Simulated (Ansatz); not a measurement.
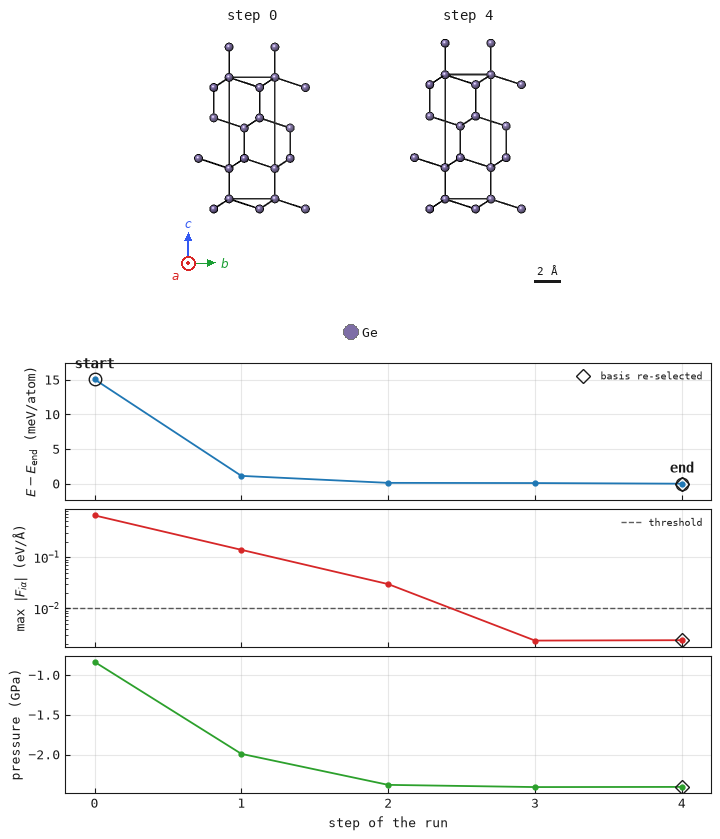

First and last geometry of a relaxation of solid Ge (set up in R-3m), with the history of the run. A ball-and-stick model of the conventional cell (3 times the calculation's cell), seen along the a axis. Lengths and directions refer to the drawn axes.

Case: film's bulk on the substrate's plane, third vector and atoms relaxed.

Computed with DFT PBE, scalar-relativistic, plane waves, PAW (Ansatz 0.2.0). Set-up: plane-wave cutoff 420 eV; k-point mesh 9 × 9 × 11; occupations gaussian; smearing width 0.1 eV; no spin polarisation; cell relaxed at fixed a, b, gamma; force threshold 0.01 eV/Å; at most 50 steps.

Question: Read the history and describe the run.

Answer: It converged. The largest moves relative to the cell, 0.019 Å, are those of Ge atoms. Cell: a = b unchanged at 4.196 Å, c 9.631 → 9.860 Å (+2.4 %). Volume +2.4 %. Among the contacts that change: Ge–Ge 2.408 → 2.504 Å, Ge–Ge 2.552 → 2.546 Å. The space group stays R-3m (No. 166). Over 3 accepted moves (4 points after the start) the energy falls by 15.1 meV per atom. The largest force component goes from 0.65 to 0.0024 eV/Å. The pressure goes from −0.83 to −2.41 GPa. The SCF was repeated once at an unchanged geometry on a basis and grid sized afresh for the cell, which shifted the energy by 0.1 meV per atom at most.

```json
{"step": "0", "E − E(0), meV/atom": "0.00", "largest force component, eV/Å": "0.6550", "pressure, GPa": "-0.83", "volume, Å³/atom": "24.473", "note": ""}
{"step": "1", "E − E(0), meV/atom": "-13.94", "largest force component, eV/Å": "0.1393", "pressure, GPa": "-1.99", "volume, Å³/atom": "24.869", "note": ""}
{"step": "2", "E − E(0), meV/atom": "-14.95", "largest force component, eV/Å": "0.0298", "pressure, GPa": "-2.38", "volume, Å³/atom": "25.045", "note": ""}
{"step": "3", "E − E(0), meV/atom": "-14.98", "largest force component, eV/Å": "0.0024", "pressure, GPa": "-2.41", "volume, Å³/atom": "25.056", "note": ""}
{"step": "4", "E − E(0), meV/atom": "-15.07", "largest force component, eV/Å": "0.0024", "pressure, GPa": "-2.41", "volume, Å³/atom": "25.056", "note": "same geometry, new basis"}
```
